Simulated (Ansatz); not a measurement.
Consider Sn5Ge.

The calculation's input:

```
crystal:
  lattice:
    - [2.3945771252, -7.0419214952, 0.0]
    - [2.3945771252, 7.0419214952, 0.0]
    - [0.0, 0.0, 4.7310554617]
  atoms:
    - { symbol: Sn, position: [0.6603996787, 0.3396003213, 0.0] }
    - { symbol: Sn, position: [0.1617700032, 0.8382299968, 0.5] }
    - { symbol: Sn, position: [0.3396003213, 0.6603996787, 0.0] }
    - { symbol: Sn, position: [0.5, 0.5, 0.5] }
    - { symbol: Sn, position: [0.8382299968, 0.1617700032, 0.5] }
    - { symbol: Ge, position: [0.0, 0.0, 0.0] }
basis:
  ecutwfc: 420
kpoints:
  mp_grid: { grid: [8, 8, 8] }
  band_path:
    path:
      - [[0.0, 0.0, 0.0], [-0.5, 0.5, 0.0], [-0.27890782, 0.72109218, 0.0]]
      - [[0.27890782, 0.27890782, 0.0], [0.0, 0.0, 0.0], [0.0, 0.0, 0.5], [0.27890782, 0.27890782, 0.5]]
      - [[-0.27890782, 0.72109218, 0.5], [-0.5, 0.5, 0.5], [-0.5, 0.5, 0.0]]
      - [[0.0, 0.0, 0.0], [0.0, 0.5, 0.0], [0.0, 0.5, 0.5], [0.0, 0.0, 0.5], [-0.5, 0.5, 0.5]]
    npoints: 14
hamiltonian:
  xc: pbe
scf:
  occupations: { method: gaussian, width: 0.1 }
  n_extra_bands: 15
output:
  forces: true
  stress: true
  eigenvalues: true
  populations: true
  dos: { projected: true, de: 0.02, nscf_kmesh: { grid: [10, 10, 10] } }
  bader: true
  write_density: true
  write_potential: true
  elf: true
  volumetric_format: npy
```

Launched as:

```sh
ansatz run input.yaml --threads 1 --pin off --max-ram 2560MiB --backend cpu --events-out ev --progress --plain --runs-dir out
```

Below, planes, directions and counts refer to the conventional cell (a = 4.79 Å, b = 14.08 Å, c = 4.73 Å, α = 90.00°, β = 90.00°, γ = 90.00°).

Space group Cmmm; a structure generated by program, which may or may not match a known phase.

Method: Ansatz 0.2.0, DFT PBE, scalar-relativistic, plane waves, PAW.

Predict the valence pseudo-density and electron localisation function between the atoms.

Answer. Sn–Sn (3.27 Å): the density is about 0.16 e/Å³ at the midpoint; the ELF is about 0.35 at the midpoint.
Sn–Ge (3.28 Å): ρ is about 0.14 e/Å³ halfway; the ELF is about 0.30 at the midpoint.
Sn–Sn (3.45 Å): ρ is about 0.13 e/Å³ halfway; the ELF is about 0.30 at the midpoint: no shared electron pair shows on this line.
Bader's partition of the density gives Sn +0.04 and Ge −0.20 e.

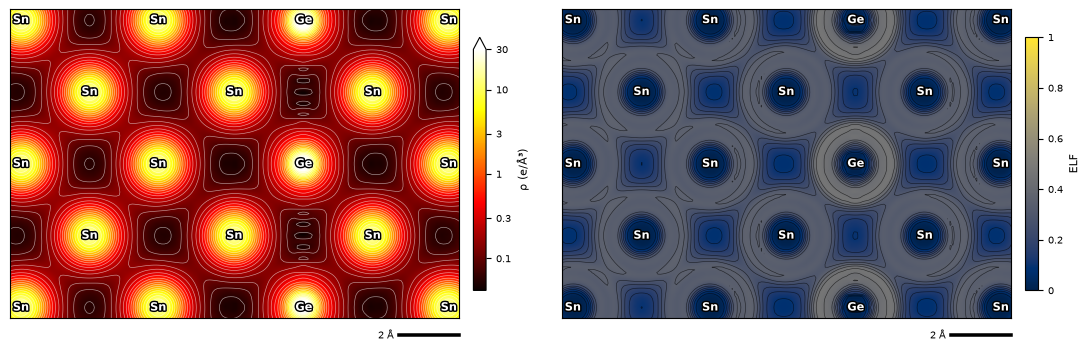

Computed valence pseudo-density and electron localisation function on the (100) plane of the conventional cell, in this order. 

In a PAW calculation such maps are meaningful between the atoms, not at the nuclei.
